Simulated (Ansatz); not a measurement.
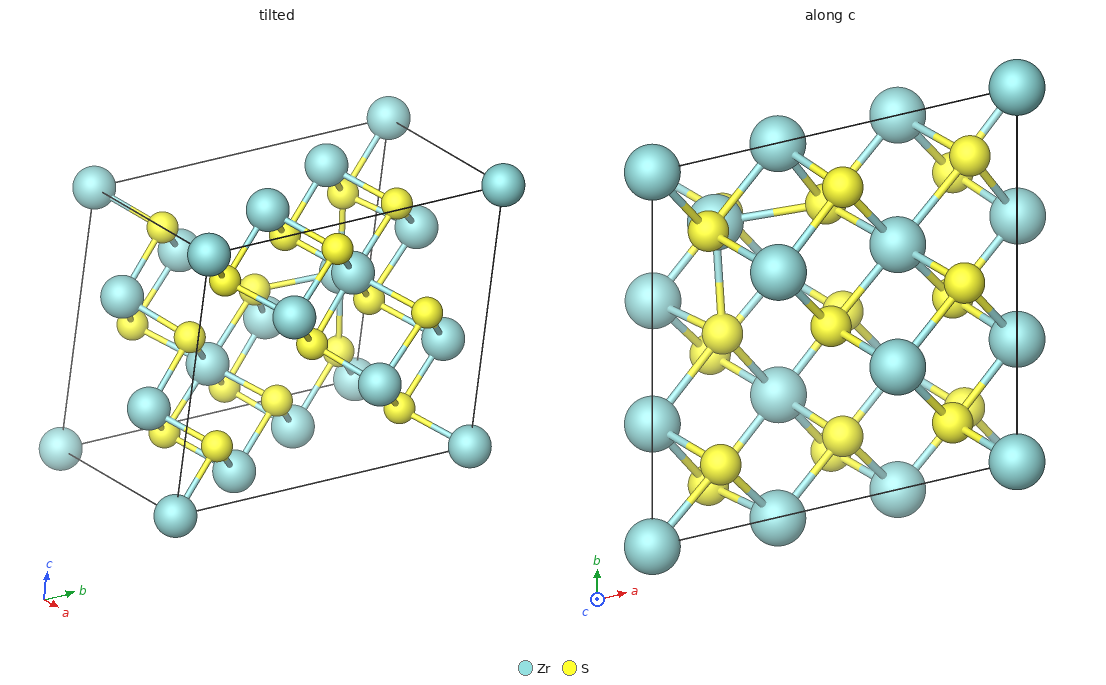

View slightly off an axis and along the c axis, drawn as a ball-and-stick model. The simulation cell is drawn as a box. Cell: a = 9.296 Å, b = 9.296 Å, c = 9.296 Å, α = 72.98°, β = 72.98°, γ = 72.98°.

Composition: Zr₅S₉. Content of the cell: 10 Zr, 18 S (Z = 2). About every Zr there are six S in a distorted octahedral arrangement at about 2.5 to 2.7 Å. Not all metal-metal contacts are counted. The bonds build a three-dimensional framework.

Source of the structure: a structure listed in the Materials Project, repeated into a supercell with a point defect put in. The atoms were relaxed in a fixed cell with DFT PBE, scalar-relativistic, plane waves, PAW (Ansatz).
